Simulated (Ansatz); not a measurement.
Single-point calculation, with input and output: Ni (part 2 of 3)

Ni (Fm-3m, 3 atoms in the cell); DFT, LDA, PAW, plane waves, scalar-relativistic (Ansatz 0.2.0); cutoff 420 eV, 6×8×5 k-mesh, Fermi–Dirac smearing of 0.1 eV, non-collinear spins. The structure derives from an entry of the Crystallography Open Database. It belongs to a series of runs on one base structure; here: flat spiral with wave vector (0 1 0) of the cell.

Geometry of the input (Å; fractional positions):
```
1.7673  1.7673  3.5347
3.5347  1.7673  1.7673
3.5347  5.3021  1.7673
Ni 0.0000  0.0000  0.0000
Ni 0.3333  0.6667  0.6667
Ni 0.6667  0.3333  0.3333
```

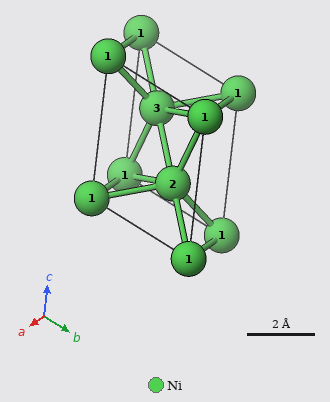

*The structure as given in the input (ball-and-stick view of the reduced cell, seen slightly off an axis; atoms are numbered from 1 in the order of the input).*

Log, continued:
```
SCF iter   1: F=—  HF=-17318.774260 eV  |F-HF|=—  |Δ(HF+E_count)|=         —  Δρ=1.91e-1  dr2=1.12e-2  dr2_m=5.54e0  ethr=2.06e-5  |M|=8.32e-3 ∫|m|=2.67e0 μB  |m|>n=0.0e0 m-floor=0.0e0 τ_xc=1.4e-17  β_m=0.30  ⟨swp⟩=2.1  Hψ=40159  notcnv=0
preconditioner: auto → Kerker (q_TF=auto, 2.960 Å⁻¹)  [metal: Δε(μ)=0.001 eV  Ē_g=8.377 eV  σ=0.100 eV  W_gap=0.00  n_scr=10 (ndim 8)  ℏωp=35.3 eV  f_vac=0.000  D(μ)=6.93/eV (n_scr^D=142)]
spin=Noncollinear: Kerker preconditioning applied to the charge; magnetization (m_x, m_y, m_z) channels mix plain (no charge-response kernel on spin).
SCF iter   2: F=—  HF=-17319.154842 eV  |F-HF|=—  |Δ(HF+E_count)|=   3.81e-1  Δρ=1.56e-1  dr2=3.43e-2  dr2_m=3.69e0  ethr=2.06e-5  |M|=2.35e-3 ∫|m|=2.38e0 μB  |m|>n=0.0e0 m-floor=0.0e0 τ_xc=8.0e-18  β_m=0.30  ⟨swp⟩=2.0  Hψ=15739  notcnv=0
SCF iter   3: F=—  HF=-17319.400336 eV  |F-HF|=—  |Δ(HF+E_count)|=   2.45e-1  Δρ=1.28e-1  dr2=3.45e-2  dr2_m=2.48e0  ethr=2.06e-5  |M|=1.04e-2 ∫|m|=2.14e0 μB  |m|>n=0.0e0 m-floor=0.0e0 τ_xc=5.5e-18  β_m=0.30  ⟨swp⟩=2.0  Hψ=13556  notcnv=0  defer=309
SCF iter   4: F=—  HF=-17319.564152 eV  |F-HF|=—  |Δ(HF+E_count)|=   1.64e-1  Δρ=1.09e-1  dr2=8.87e-2  dr2_m=1.71e0  ethr=2.06e-5  |M|=9.82e-2 ∫|m|=1.94e0 μB  |m|>n=0.0e0 m-floor=0.0e0 τ_xc=3.0e-18  β_m=0.30  ⟨swp⟩=2.0  Hψ=14922  notcnv=0  defer=345
SCF iter   5: F=—  HF=-17319.664028 eV  |F-HF|=—  |Δ(HF+E_count)|=   9.99e-2  Δρ=8.96e-2  dr2=3.27e-3  dr2_m=1.20e0  ethr=2.06e-5  |M|=1.65e-2 ∫|m|=1.75e0 μB  |m|>n=0.0e0 m-floor=0.0e0 τ_xc=2.2e-18  β_m=0.30  ⟨swp⟩=2.0  Hψ=14361  notcnv=0  defer=345
SCF iter   6: F=—  HF=-17319.735501 eV  |F-HF|=—  |Δ(HF+E_count)|=   7.15e-2  Δρ=7.60e-2  dr2=1.71e-3  dr2_m=8.66e-1  ethr=6.06e-6  |M|=2.20e-2 ∫|m|=1.57e0 μB  |m|>n=0.0e0 m-floor=0.0e0 τ_xc=1.7e-18  β_m=0.30  ⟨swp⟩=2.0  Hψ=14398  notcnv=0  defer=355
SCF iter   7: F=—  HF=-17319.786469 eV  |F-HF|=—  |Δ(HF+E_count)|=   5.10e-2  Δρ=6.49e-2  dr2=7.68e-4  dr2_m=6.28e-1  ethr=3.16e-6  |M|=2.09e-2 ∫|m|=1.43e0 μB  |m|>n=0.0e0 m-floor=0.0e0 τ_xc=1.2e-18  β_m=0.30  ⟨swp⟩=2.0  Hψ=13971  notcnv=0  defer=357
SCF iter   8: F=—  HF=-17319.823398 eV  |F-HF|=—  |Δ(HF+E_count)|=   3.69e-2  Δρ=5.60e-2  dr2=6.18e-4  dr2_m=4.68e-1  ethr=1.42e-6  |M|=2.11e-2 ∫|m|=1.29e0 μB  |m|>n=0.0e0 m-floor=0.0e0 τ_xc=8.8e-19  β_m=0.30  ⟨swp⟩=2.1  Hψ=13817  notcnv=0  defer=357
SCF iter   9: F=—  HF=-17319.850645 eV  |F-HF|=—  |Δ(HF+E_count)|=   2.72e-2  Δρ=4.86e-2  dr2=4.27e-4  dr2_m=3.54e-1  ethr=1.14e-6  |M|=2.44e-2 ∫|m|=1.17e0 μB  |m|>n=0.0e0 m-floor=0.0e0 τ_xc=6.7e-19  β_m=0.30  ⟨swp⟩=2.0  Hψ=13801  notcnv=0  defer=357
SCF iter  10: F=—  HF=-17319.871156 eV  |F-HF|=—  |Δ(HF+E_count)|=   2.05e-2  Δρ=4.25e-2  dr2=2.76e-4  dr2_m=2.71e-1  ethr=7.90e-7  |M|=2.68e-2 ∫|m|=1.06e0 μB  |m|>n=0.0e0 m-floor=0.0e0 τ_xc=5.1e-19  β_m=0.30  ⟨swp⟩=2.1  Hψ=13187  notcnv=0  defer=357
SCF iter  11: F=—  HF=-17319.886880 eV  |F-HF|=—  |Δ(HF+E_count)|=   1.57e-2  Δρ=3.73e-2  dr2=9.70e-4  dr2_m=2.09e-1  ethr=5.11e-7  |M|=2.97e-2 ∫|m|=9.59e-1 μB  |m|>n=0.0e0 m-floor=0.0e0 τ_xc=4.4e-19  β_m=0.30  ⟨swp⟩=2.0  Hψ=13978  notcnv=0  defer=357
Mixer restart at iter 11: flushing history
spin-set hold released at iteration 11 (site moments contracting): the magnetisation degrees of freedom join the quasi-Newton model from the next iteration; the mixer history was flushed
SCF iter  12: F=—  HF=-17319.898873 eV  |F-HF|=—  |Δ(HF+E_count)|=   1.20e-2  Δρ=3.29e-2  dr2=4.65e-4  dr2_m=1.63e-1  ethr=5.11e-7  |M|=3.72e-2 ∫|m|=8.70e-1 μB  |m|>n=0.0e0 m-floor=0.0e0 τ_xc=3.5e-19  β_m=0.30  ⟨swp⟩=2.1  Hψ=13128  notcnv=0  defer=357
SCF iter  13: F=—  HF=-17319.935217 eV  |F-HF|=—  |Δ(HF+E_count)|=   3.63e-2  Δρ=2.53e-2  dr2=1.74e-1  dr2_m=5.93e-2  ethr=5.11e-7  |M|=1.44e-2 ∫|m|=5.57e-1 μB  |m|>n=0.0e0 m-floor=0.0e0 τ_xc=1.4e-19  β_m=0.38  ⟨swp⟩=3.1  Hψ=18636  notcnv=0  defer=357
SCF iter  14: F=—  HF=-17319.945458 eV  |F-HF|=—  |Δ(HF+E_count)|=   1.02e-2  Δρ=6.22e-3  dr2=4.72e-3  dr2_m=4.37e-3  ethr=5.11e-7  |M|=1.02e-1 ∫|m|=1.60e-1 μB  |m|>n=0.0e0 m-floor=0.0e0 τ_xc=1.4e-20  β_m=0.69  ⟨swp⟩=3.1  Hψ=19363  notcnv=0  defer=358
SCF iter  15: F=—  HF=-17319.947027 eV  |F-HF|=—  |Δ(HF+E_count)|=   1.57e-3  Δρ=5.97e-3  dr2=3.74e-3  dr2_m=2.96e-3  ethr=5.11e-7  |M|=1.42e-1 ∫|m|=1.52e-1 μB  |m|>n=0.0e0 m-floor=0.0e0 τ_xc=3.7e-21  β_m=0.85  ⟨swp⟩=2.0  Hψ=14833  notcnv=0  defer=360
SCF iter  16: F=—  HF=-17319.952281 eV  |F-HF|=—  |Δ(HF+E_count)|=   5.25e-3  Δρ=2.00e-2  dr2=1.06e-1  dr2_m=6.49e-3  ethr=5.11e-7  |M|=2.30e-1 ∫|m|=2.41e-1 μB  |m|>n=0.0e0 m-floor=0.0e0 τ_xc=1.8e-21  β_m=0.73  ⟨swp⟩=2.9  Hψ=17523  notcnv=0  defer=360  recentre
SCF iter  17: F=—  HF=-17319.949246 eV  |F-HF|=—  |Δ(HF+E_count)|=   3.03e-3  Δρ=1.07e-2  dr2=1.57e-2  dr2_m=8.88e-3  ethr=5.11e-7  |M|=2.72e-1 ∫|m|=2.86e-1 μB  |m|>n=0.0e0 m-floor=0.0e0 τ_xc=2.9e-21  β_m=0.86  ⟨swp⟩=2.7  Hψ=16145  notcnv=0  defer=360
SCF iter  18: F=—  HF=-17319.951178 eV  |F-HF|=—  |Δ(HF+E_count)|=   1.93e-3  Δρ=1.57e-2  dr2=9.47e-3  dr2_m=1.89e-2  ethr=5.11e-7  |M|=4.01e-1 ∫|m|=4.21e-1 μB  |m|>n=0.0e0 m-floor=0.0e0 τ_xc=6.0e-21  β_m=0.37  ⟨swp⟩=3.0  Hψ=16708  notcnv=0  defer=360
SCF iter  19: F=—  HF=-17319.948264 eV  |F-HF|=—  |Δ(HF+E_count)|=   2.91e-3  Δρ=1.07e-2  dr2=6.80e-5  dr2_m=8.94e-3  ethr=5.11e-7  |M|=2.71e-1 ∫|m|=2.86e-1 μB  |m|>n=0.0e0 m-floor=0.0e0 τ_xc=3.3e-21  β_m=0.97  ⟨swp⟩=2.3  Hψ=14765  notcnv=0  defer=360
SCF iter  20: F=—  HF=-17319.947782 eV  |F-HF|=—  |Δ(HF+E_count)|=   4.82e-4  Δρ=8.42e-3  dr2=2.23e-3  dr2_m=5.43e-3  ethr=1.26e-7  |M|=2.10e-1 ∫|m|=2.21e-1 μB  |m|>n=0.0e0 m-floor=0.0e0 τ_xc=1.2e-21  β_m=0.98  ⟨swp⟩=2.0  Hψ=14616  notcnv=0  defer=360
SCF iter  21: F=—  HF=-17319.946816 eV  |F-HF|=—  |Δ(HF+E_count)|=   9.66e-4  Δρ=3.32e-3  dr2=5.12e-4  dr2_m=8.50e-4  ethr=1.26e-7  |M|=8.24e-2 ∫|m|=8.67e-2 μB  |m|>n=0.0e0 m-floor=0.0e0 τ_xc=2.6e-22  β_m=0.99  ⟨swp⟩=2.0  Hψ=14582  notcnv=0  defer=360
SCF iter  22: F=—  HF=-17319.946805 eV  |F-HF|=—  |Δ(HF+E_count)|=   1.10e-5  Δρ=3.33e-3  dr2=2.02e-4  dr2_m=8.48e-4  ethr=1.26e-7  |M|=8.30e-2 ∫|m|=8.72e-2 μB  |m|>n=0.0e0 m-floor=0.0e0 τ_xc=2.0e-22  β_m=1.00  ⟨swp⟩=2.4  Hψ=12252  notcnv=0  defer=360
SCF iter  23: F=—  HF=-17319.946753 eV  |F-HF|=—  |Δ(HF+E_count)|=   5.22e-5  Δρ=3.02e-3  dr2=2.45e-4  dr2_m=6.96e-4  ethr=1.26e-7  |M|=7.55e-2 ∫|m|=7.93e-2 μB  |m|>n=0.0e0 m-floor=0.0e0 τ_xc=1.2e-22  β_m=1.00  ⟨swp⟩=2.0  Hψ=13197  notcnv=0  defer=360
SCF iter  24: F=—  HF=-17319.946657 eV  |F-HF|=—  |Δ(HF+E_count)|=   9.55e-5  Δρ=1.53e-3  dr2=1.37e-4  dr2_m=1.79e-4  ethr=1.26e-7  |M|=3.83e-2 ∫|m|=4.02e-2 μB  |m|>n=0.0e0 m-floor=0.0e0 τ_xc=1.9e-23  β_m=1.00  ⟨swp⟩=2.0  Hψ=11208  notcnv=0  defer=360
SCF iter  25: F=—  HF=-17319.946642 eV  |F-HF|=—  |Δ(HF+E_count)|=   1.52e-5  Δρ=1.35e-3  dr2=1.38e-4  dr2_m=1.38e-4  ethr=1.26e-7  |M|=3.36e-2 ∫|m|=3.53e-2 μB  |m|>n=0.0e0 m-floor=0.0e0 τ_xc=2.5e-23  β_m=0.75  ⟨swp⟩=2.0  Hψ=11103  notcnv=0  defer=360
SCF iter  26: F=—  HF=-17319.946615 eV  |F-HF|=—  |Δ(HF+E_count)|=   2.76e-5  Δρ=4.31e-4  dr2=1.10e-6  dr2_m=1.90e-5  ethr=1.26e-7  |M|=1.25e-2 ∫|m|=1.31e-2 μB  |m|>n=0.0e0 m-floor=0.0e0 τ_xc=2.2e-23  β_m=1.00  ⟨swp⟩=1.9  Hψ=10182  notcnv=0  defer=360
SCF iter  27: F=—  HF=-17319.946615 eV  |F-HF|=—  |Δ(HF+E_count)|=   4.89e-7  Δρ=5.07e-4  dr2=2.56e-8  dr2_m=2.21e-5  ethr=1.85e-10  |M|=1.34e-2 ∫|m|=1.41e-2 μB  |m|>n=0.0e0 m-floor=0.0e0 τ_xc=1.8e-23  β_m=1.00  ⟨swp⟩=12.4  Hψ=56716  notcnv=0
SCF iter  28: F=—  HF=-17319.946613 eV  |F-HF|=—  |Δ(HF+E_count)|=   1.91e-6  Δρ=3.59e-4  dr2=2.58e-7  dr2_m=1.18e-5  ethr=4.75e-11  |M|=9.81e-3 ∫|m|=1.03e-2 μB  |m|>n=0.0e0 m-floor=0.0e0 τ_xc=1.2e-23  β_m=1.00  ⟨swp⟩=9.0  Hψ=53677  notcnv=0
SCF iter  29: F=—  HF=-17319.946614 eV  |F-HF|=—  |Δ(HF+E_count)|=   7.54e-7  Δρ=3.12e-4  dr2=1.20e-5  dr2_m=1.33e-5  ethr=4.75e-11  |M|=1.04e-2 ∫|m|=1.09e-2 μB  |m|>n=0.0e0 m-floor=0.0e0 τ_xc=1.6e-23  β_m=1.00  ⟨swp⟩=3.1  Hψ=17544  notcnv=0
SCF iter  30: F=—  HF=-17319.946612 eV  |F-HF|=—  |Δ(HF+E_count)|=   2.01e-6  Δρ=2.33e-4  dr2=1.44e-7  dr2_m=5.13e-6  ethr=4.75e-11  |M|=6.43e-3 ∫|m|=6.76e-3 μB  |m|>n=0.0e0 m-floor=0.0e0 τ_xc=5.2e-24  β_m=1.00  ⟨swp⟩=3.0  Hψ=17132  notcnv=0
SCF iter  31: F=—  HF=-17319.946612 eV  |F-HF|=—  |Δ(HF+E_count)|=   5.01e-7  Δρ=1.69e-4  dr2=3.13e-8  dr2_m=2.41e-6  ethr=4.75e-11  |M|=4.38e-3 ∫|m|=4.60e-3 μB  |m|>n=0.0e0 m-floor=0.0e0 τ_xc=1.9e-24  β_m=1.00  ⟨swp⟩=8.3  Hψ=49731  notcnv=0
SCF iter  32: F=—  HF=-17319.946611 eV  |F-HF|=—  |Δ(HF+E_count)|=   2.64e-7  Δρ=7.33e-5  dr2=1.15e-6  dr2_m=4.29e-7  ethr=4.75e-11  |M|=1.84e-3 ∫|m|=1.94e-3 μB  |m|>n=0.0e0 m-floor=0.0e0 τ_xc=1.8e-25  β_m=1.00  ⟨swp⟩=9.0  Hψ=56175  notcnv=0
SCF iter  33: F=—  HF=-17319.946611 eV  |F-HF|=—  |Δ(HF+E_count)|=   1.47e-8  Δρ=6.52e-5  dr2=6.64e-7  dr2_m=5.33e-7  ethr=4.75e-11  |M|=2.08e-3 ∫|m|=2.19e-3 μB  |m|>n=0.0e0 m-floor=0.0e0 τ_xc=6.7e-25  β_m=1.00  ⟨swp⟩=2.7  Hψ=15155  notcnv=0
SCF iter  34: F=—  HF=-17319.946611 eV  |F-HF|=—  |Δ(HF+E_count)|=   8.12e-9  Δρ=8.00e-5  dr2=6.76e-7  dr2_m=8.11e-7  ethr=4.75e-11  |M|=2.56e-3 ∫|m|=2.70e-3 μB  |m|>n=0.0e0 m-floor=0.0e0 τ_xc=9.4e-25  β_m=1.00  ⟨swp⟩=2.3  Hψ=14764  notcnv=0
SCF iter  35: F=—  HF=-17319.946611 eV  |F-HF|=—  |Δ(HF+E_count)|=   4.13e-8  Δρ=1.06e-4  dr2=2.31e-7  dr2_m=1.12e-6  ethr=4.75e-11  |M|=3.02e-3 ∫|m|=3.18e-3 μB  |m|>n=0.0e0 m-floor=0.0e0 τ_xc=1.2e-24  β_m=1.00  ⟨swp⟩=2.0  Hψ=11311  notcnv=0
SCF iter  36: F=—  HF=-17319.946611 eV  |F-HF|=—  |Δ(HF+E_count)|=   5.45e-8  Δρ=1.18e-4  dr2=1.53e-7  dr2_m=1.43e-6  ethr=4.75e-11  |M|=3.42e-3 ∫|m|=3.59e-3 μB  |m|>n=0.0e0 m-floor=0.0e0 τ_xc=1.6e-24  β_m=1.00  ⟨swp⟩=2.0  Hψ=9789  notcnv=0
SCF iter  37: F=—  HF=-17319.946611 eV  |F-HF|=—  |Δ(HF+E_count)|=   1.41e-7  Δρ=9.27e-5  dr2=9.70e-8  dr2_m=6.89e-7  ethr=4.75e-11  |M|=2.37e-3 ∫|m|=2.50e-3 μB  |m|>n=0.0e0 m-floor=0.0e0 τ_xc=3.6e-25  β_m=1.00  ⟨swp⟩=6.3  Hψ=45970  notcnv=0
iter 38 did not close the SCF: its close was put off for a magnetic moment that had not settled (scf_convergence_deferred on its scf_iter line)
SCF iter  38: F=-17319.946611 eV  HF=-17319.946611 eV  |F-HF|=1.61e-8  |Δ(HF+E_count)|=   1.18e-7  Δρ=2.71e-5  dr2=1.93e-8  dr2_m=5.63e-8  ethr=4.75e-11  |M|=6.76e-4 ∫|m|=7.12e-4 μB  |m|>n=0.0e0 m-floor=0.0e0 τ_xc=2.1e-26  β_m=1.00  ⟨swp⟩=6.8  Hψ=44436  notcnv=0
iter 39 did not close the SCF: its close was put off for a magnetic moment that had not settled (scf_convergence_deferred on its scf_iter line)
SCF iter  39: F=-17319.946611 eV  HF=-17319.946611 eV  |F-HF|=5.93e-8  |Δ(HF+E_count)|=   5.38e-9  Δρ=1.58e-5  dr2=6.27e-8  dr2_m=2.09e-8  ethr=3.58e-11  |M|=4.12e-4 ∫|m|=4.33e-4 μB  |m|>n=0.0e0 m-floor=0.0e0 τ_xc=3.5e-26  β_m=1.00  ⟨swp⟩=6.0  Hψ=45996  notcnv=0
iter 40 did not close the SCF: its close was put off for a magnetic moment that had not settled (scf_convergence_deferred on its scf_iter line)
SCF iter  40: F=-17319.946611 eV  HF=-17319.946611 eV  |F-HF|=7.56e-8  |Δ(HF+E_count)|=   2.50e-9  Δρ=1.72e-5  dr2=7.74e-8  dr2_m=3.96e-9  ethr=3.58e-11  |M|=1.77e-4 ∫|m|=1.88e-4 μB  |m|>n=0.0e0 m-floor=0.0e0 τ_xc=4.4e-27  β_m=0.94  ⟨swp⟩=5.6  Hψ=44642  notcnv=0
iter 41 did not close the SCF: its close was put off for a magnetic moment that had not settled (scf_convergence_deferred on its scf_iter line)
SCF iter  41: F=-17319.946611 eV  HF=-17319.946611 eV  |F-HF|=4.66e-9  |Δ(HF+E_count)|=   3.47e-9  Δρ=6.83e-6  dr2=5.01e-9  dr2_m=3.76e-9  ethr=3.58e-11  |M|=1.72e-4 ∫|m|=1.81e-4 μB  |m|>n=0.0e0 m-floor=0.0e0 τ_xc=4.9e-27  β_m=0.97  ⟨swp⟩=5.1  Hψ=45955  notcnv=0
iter 42 did not close the SCF: its close was put off for a magnetic moment that had not settled (scf_convergence_deferred on its scf_iter line)
SCF iter  42: F=-17319.946611 eV  HF=-17319.946611 eV  |F-HF|=3.58e-9  |Δ(HF+E_count)|=  7.02e-10  Δρ=3.71e-6  dr2=3.72e-9  dr2_m=1.45e-10  ethr=9.27e-12  |M|=2.46e-5 ∫|m|=3.24e-5 μB  |m|>n=0.0e0 m-floor=0.0e0 τ_xc=1.3e-28  β_m=0.98  ⟨swp⟩=5.0  Hψ=41141  notcnv=0
iter 43 did not close the SCF: its close was put off for a magnetic moment that had not settled (scf_convergence_deferred on its scf_iter line)
SCF iter  43: F=-17319.946611 eV  HF=-17319.946611 eV  |F-HF|=7.46e-10  |Δ(HF+E_count)|=  9.82e-11  Δρ=1.70e-6  dr2=7.65e-10  dr2_m=1.53e-10  ethr=6.89e-12  |M|=2.99e-5 ∫|m|=3.27e-5 μB  |m|>n=0.0e0 m-floor=0.0e0 τ_xc=1.4e-28  β_m=0.99  ⟨swp⟩=4.7  Hψ=37071  notcnv=0
iter 44 did not close the SCF: its close was put off for a magnetic moment that had not settled (scf_convergence_deferred on its scf_iter line)
SCF iter  44: F=-17319.946611 eV  HF=-17319.946611 eV  |F-HF|=6.26e-10  |Δ(HF+E_count)|=  6.18e-11  Δρ=1.73e-6  dr2=5.93e-10  dr2_m=1.56e-10  ethr=1.42e-12  |M|=3.36e-5 ∫|m|=3.62e-5 μB  |m|>n=0.0e0 m-floor=0.0e0 τ_xc=3.1e-28  β_m=1.00  ⟨swp⟩=4.8  Hψ=39780  notcnv=0
iter 45 did not close the SCF: its close was put off for a magnetic moment that had not settled (scf_convergence_deferred on its scf_iter line)
SCF iter  45: F=-17319.946611 eV  HF=-17319.946611 eV  |F-HF|=9.09e-11  |Δ(HF+E_count)|=  8.73e-11  Δρ=9.00e-7  dr2=9.98e-11  dr2_m=7.85e-11  ethr=1.10e-12  |M|=2.49e-5 ∫|m|=2.63e-5 μB  |m|>n=0.0e0 m-floor=0.0e0 τ_xc=1.8e-28  β_m=1.00  ⟨swp⟩=4.3  Hψ=38681  notcnv=0
SCF iter  46: F=-17319.946611 eV  HF=-17319.946611 eV  |F-HF|=1.56e-10  |Δ(HF+E_count)|=  1.09e-11  Δρ=7.72e-7  dr2=1.59e-10  dr2_m=2.33e-11  ethr=1.00e-12  |M|=1.34e-5 ∫|m|=1.43e-5 μB  |m|>n=0.0e0 m-floor=0.0e0 τ_xc=5.1e-29  ⟨swp⟩=4.0  Hψ=35922  notcnv=0
WARN: the starting moments were not kept: the SCF closed with an absolute magnetisation of 1.4e-5 μB, where they sum to 5.999 μB in size (3 sites). That is at most 0.1 of that sum. Measured as dr2_m measures the in/out step, that magnetisation stands 1.8e-10 eV from none, at or under the dr2_threshold of 1.0e-7 eV: it is no larger than a step whose dr2_m would equal this threshold. The system may hold no moment; this SCF shows only that its start led to no more than that. To try another start: raise the starting moments (crystal.atoms[].spin, magnetization.per_species, magnetization.initial_magnetization, or on a non-collinear deck that types none of these the spinor_matrix: blocks that start its atoms; where the total moment is fixed, keep their sum and leave initial_magnetization as it is; typed ones take the place of any that the run laid by itself, positive ones on a crystal's lanthanoids without a Hubbard term where scf.initial_density.shell_occupations: [] is typed) or, if the notice of its spin-set hold's release reads "site moments contracting" or "site moments show no strong build", lengthen the hold (scf.mixing.spin_hold: { on: { confirm: 4 } }; for m-r²SCAN on two components see the key's manual first). Each may lead to a state that holds a moment. A second SCF, from the converged charge density, with the starting moments and any scf.initial_density.shell_occupations laid on it anew, would have followed, and was not run: the deck does not ask for one (magnetization.retry_lost_moments is false, the default). To let it run, set magnetization.retry_lost_moments: true and run the deck again, where that key's refused combinations let it; where memory then withholds it, that run's warning says so.
The SCF converged. Along the directions that its mixing steps explored, a Ritz value of the dielectric operator 1 − χ₀K read negative at each of the last 4 readings (its real part and the size of its imaginary part sum to between -0.55 and -0.53).
SCF 1 converged in 46 iterations: F = -17319.946611 eV  dr2 = 1.59e-10
  greatest PAW one-centre occupation: 1.001 electrons in one spin orbital (limit 2), on the Ni atom at site 0 (counted from 0), in its partial waves of l = 1
```
